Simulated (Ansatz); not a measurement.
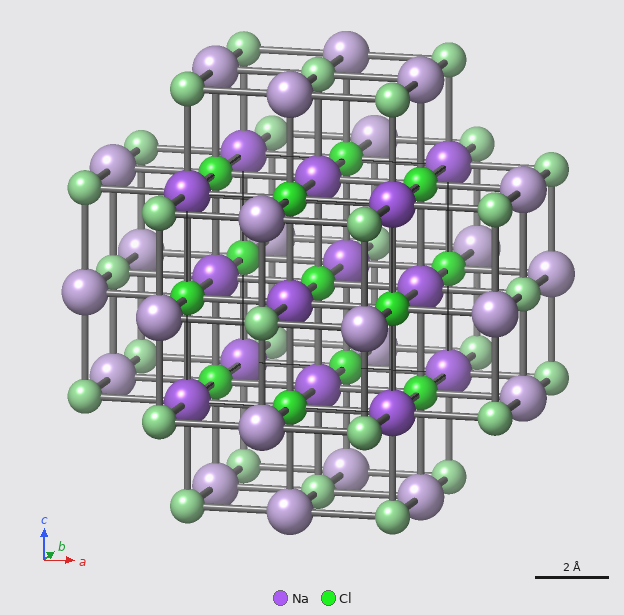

Figure: ball-and-stick view slightly off an axis. The conventional unit cell is outlined; an atom on or near a face, edge or corner is repeated at each equivalent position. Bonded atoms from the next cells complete the picture, in fainter colours.

NaCl, rock salt (NaCl type), space group Fm-3m (No. 225), a = 5.886 Å, b = 5.886 Å, c = 5.886 Å, α = 90.00°, β = 90.00°, γ = 90.00°. Origin of the cell: a structure type filled with these elements by a generator (whether the compound takes this form wasn't checked). The cell was then strained or its atoms displaced on purpose. A calculation with Ansatz used it as input.

This one geometry was computed with Ansatz (DFT, plane waves, PAW) at three levels of theory: HSE06, r2SCAN and PBE. It was relaxed with r2SCAN and then strained.

**How does the band gap change with the level of theory?**

PBE: a gap of 4.65 eV, direct; r2SCAN: a gap of 5.42 eV, direct; HSE06: a gap of 5.99 eV, direct.

**Collect the results in a table.**

| level | cutoff (eV) | k-mesh of the run's cell | gap (eV) | pressure (GPa) |
| --- | --- | --- | --- | --- |
| HSE06 | 420 | 6×6×6 | 5.99 | -2.3 |
| r2SCAN | 500 | 8×8×8 | 5.42 | -2.8 |
| PBE | 420 | 8×8×8 | 4.65 | -1.9 |

Gaps are taken on the k-mesh or band path of each run.
